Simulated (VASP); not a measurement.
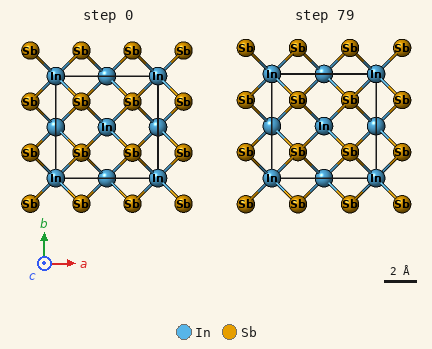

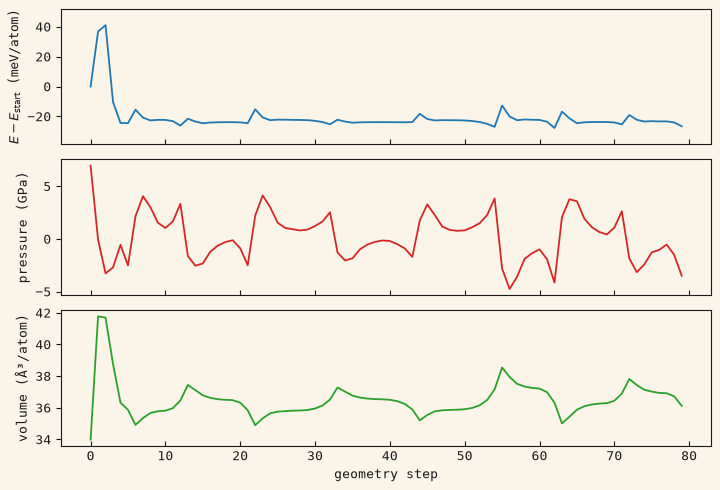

First and last geometry of a relaxation of crystalline InSb (set up in F-43m), with the history of the run. The picture is a ball-and-stick view of the conventional cell (4 times the calculation's cell), seen along the c axis. Lengths and directions refer to the drawn axes.

The run lets cell and atoms move.

Theory: VASP 6.6.1, Kohn-Sham DFT of a periodic cell, PBE, VASP PAW PBE potentials, recommended.

The input:
```
PREC = Accurate
ENCUT = 520
EDIFF = 0.05
ISMEAR = 0
SIGMA = 0.02
LREAL = F
LASPH = T
NELM = 60
ALGO = Normal
ISIF = 3
LWAVE = F
LCHARG = F
GGA = PE
IBRION = 2
NSW = 80
EDIFFG = -0.002
```

Launched with:
```bash
cat potpaw_PBE.64/In_d/POTCAR potpaw_PBE.64/Sb/POTCAR > POTCAR
mpirun -np 1 vasp_std > vasp.out
```

Q: Read the history and describe the run.

A: The relaxation stopped without meeting its thresholds, so the last structure isn't shown to be converged. After 79 geometry steps the energy has fallen by 26.6 meV per atom. All forces vanish by symmetry, so only the cell relaxes. Pressure: 6.96 GPa at the start and −3.49 GPa at the end. The atoms keep their places relative to the cell (all moves are under 0.005 Å). The drawn cell changes as follows: a = b = c 6.478 → 6.612 Å (+2.1 %); the volume changes by +6.3 %. Near-neighbour distances that change, for instance: In–Sb 2.805 → 2.863 Å. The space group stays F-43m (No. 216). At step 2 the optimiser overshot: the energy rose above the start, and later steps came back. It ran on 1 thread of Intel(R) Xeon(R) Platinum 8259CL CPU @ 2.50GHz (Skylake/Cascade Lake), with other jobs on the host.

```json
{"step": "0", "E − E(0), meV/atom": "0.00", "pressure, GPa": "6.96", "volume, Å³/atom": "33.984"}
{"step": "1", "E − E(0), meV/atom": "36.81", "pressure, GPa": "-0.06", "volume, Å³/atom": "41.779"}
{"step": "2", "E − E(0), meV/atom": "41.04", "pressure, GPa": "-3.26", "volume, Å³/atom": "41.696"}
{"step": "3", "E − E(0), meV/atom": "-10.32", "pressure, GPa": "-2.70", "volume, Å³/atom": "38.759"}
{"step": "4", "E − E(0), meV/atom": "-24.33", "pressure, GPa": "-0.55", "volume, Å³/atom": "36.319"}
{"step": "5", "E − E(0), meV/atom": "-24.49", "pressure, GPa": "-2.51", "volume, Å³/atom": "35.870"}
{"step": "6", "E − E(0), meV/atom": "-15.48", "pressure, GPa": "2.16", "volume, Å³/atom": "34.918"}
{"step": "7", "E − E(0), meV/atom": "-20.78", "pressure, GPa": "4.06", "volume, Å³/atom": "35.350"}
{"step": "8", "E − E(0), meV/atom": "-22.63", "pressure, GPa": "3.02", "volume, Å³/atom": "35.669"}
{"step": "9", "E − E(0), meV/atom": "-22.27", "pressure, GPa": "1.54", "volume, Å³/atom": "35.778"}
{"step": "10", "E − E(0), meV/atom": "-22.30", "pressure, GPa": "1.04", "volume, Å³/atom": "35.815"}
{"step": "14", "E − E(0), meV/atom": "-23.36", "pressure, GPa": "-2.53", "volume, Å³/atom": "37.116"}
{"step": "17", "E − E(0), meV/atom": "-23.89", "pressure, GPa": "-0.63", "volume, Å³/atom": "36.542"}
{"step": "21", "E − E(0), meV/atom": "-24.53", "pressure, GPa": "-2.49", "volume, Å³/atom": "35.841"}
{"step": "25", "E − E(0), meV/atom": "-22.14", "pressure, GPa": "1.55", "volume, Å³/atom": "35.753"}
{"step": "28", "E − E(0), meV/atom": "-22.33", "pressure, GPa": "0.81", "volume, Å³/atom": "35.828"}
{"step": "32", "E − E(0), meV/atom": "-25.24", "pressure, GPa": "2.53", "volume, Å³/atom": "36.518"}
{"step": "35", "E − E(0), meV/atom": "-24.17", "pressure, GPa": "-1.84", "volume, Å³/atom": "36.770"}
{"step": "39", "E − E(0), meV/atom": "-23.81", "pressure, GPa": "-0.14", "volume, Å³/atom": "36.534"}
{"step": "43", "E − E(0), meV/atom": "-23.76", "pressure, GPa": "-1.70", "volume, Å³/atom": "35.893"}
{"step": "46", "E − E(0), meV/atom": "-22.64", "pressure, GPa": "2.27", "volume, Å³/atom": "35.774"}
{"step": "50", "E − E(0), meV/atom": "-22.66", "pressure, GPa": "0.82", "volume, Å³/atom": "35.905"}
{"step": "54", "E − E(0), meV/atom": "-26.94", "pressure, GPa": "3.85", "volume, Å³/atom": "37.167"}
{"step": "57", "E − E(0), meV/atom": "-22.52", "pressure, GPa": "-3.58", "volume, Å³/atom": "37.511"}
{"step": "61", "E − E(0), meV/atom": "-23.54", "pressure, GPa": "-1.92", "volume, Å³/atom": "36.987"}
{"step": "64", "E − E(0), meV/atom": "-21.23", "pressure, GPa": "3.78", "volume, Å³/atom": "35.435"}
{"step": "68", "E − E(0), meV/atom": "-23.68", "pressure, GPa": "0.66", "volume, Å³/atom": "36.265"}
{"step": "72", "E − E(0), meV/atom": "-19.04", "pressure, GPa": "-1.85", "volume, Å³/atom": "37.819"}
{"step": "75", "E − E(0), meV/atom": "-23.14", "pressure, GPa": "-1.27", "volume, Å³/atom": "37.023"}
{"step": "79", "E − E(0), meV/atom": "-26.56", "pressure, GPa": "-3.49", "volume, Å³/atom": "36.127"}
```
